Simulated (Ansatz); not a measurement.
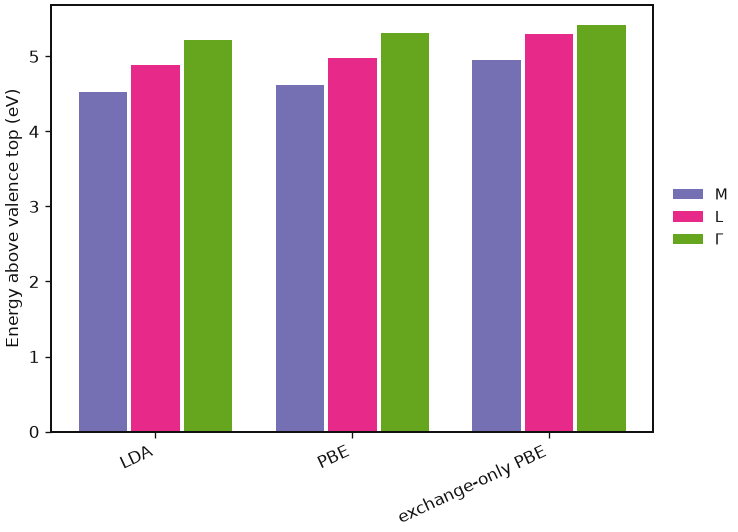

Lowest conduction level at each named k point, counted from the valence-band top at Γ, by several methods on one cell of C, space group P6_3/mmc, 8 atoms in the cell, volume scaled by a factor 0.96; a = 2.488 Å, c = 8.126 Å (hexagonal axes). All runs are without spin-orbit coupling and carry no moments. The cell is at 22 GPa in PBE. The smallest gap lies off these points.

| method | program | M (eV) | L (eV) | Γ (eV) |
| --- | --- | --- | --- | --- |
| LDA | Ansatz | 4.52 | 4.88 | 5.22 |
| PBE | Ansatz | 4.62 | 4.98 | 5.31 |
| exchange-only PBE | Ansatz | 4.95 | 5.30 | 5.42 |

One method is left out: r2SCAN. Predict its row. It was run as: r2SCAN with D4 dispersion, Ansatz PAW, 12×12×4 k mesh, 500 eV cutoff, Fermi-Dirac smearing of 0.05 eV (Ansatz 0.2.0).

Answer. r2SCAN gives 4.79 eV at M, 5.18 eV at L and 5.54 eV at Γ, which is +0.17 eV from PBE at M.

Does r2SCAN shift these levels rigidly from PBE?

Answer. The shifts are +0.17 eV at M, +0.20 eV at L and +0.23 eV at Γ, and at points that aren't plotted +0.28 eV (A), +0.35 eV (K) and +0.27 eV (H): over the named points that both runs hold, a spread of 0.18 eV on a mean of 0.25 eV, so one shift doesn't describe them.

How do the methods rank at M?

Answer. From low to high: LDA 4.52, PBE 4.62, r2SCAN 4.79, exchange-only PBE 4.95 eV.

Settings. LDA: Ansatz PAW, 12×12×4 k mesh, 420 eV cutoff, Fermi-Dirac smearing of 0.05 eV (Ansatz). PBE: PseudoDojo standard (PBE files), 12×12×4 k mesh, 1116 eV cutoff, Fermi-Dirac smearing of 0.05 eV (Ansatz 0.2.0). exchange-only PBE: Ansatz PAW, 12×12×4 k mesh, 420 eV cutoff, Fermi-Dirac smearing of 0.05 eV (Ansatz).

These are four of the 17 methods that were run on this cell. LDA, GGA and most meta-GGA functionals understate gaps. This is a hexagonal form of diamond, not graphite. LDA, r2SCAN and exchange-only PBE: the PAW data sets were made with another functional. Over all k points computed the smallest gap is 4.48 eV in LDA, 4.58 eV in PBE, 4.75 eV in r2SCAN and 4.88 eV in exchange-only PBE, from the valence top at Γ to the conduction bottom at a point off the named ones.
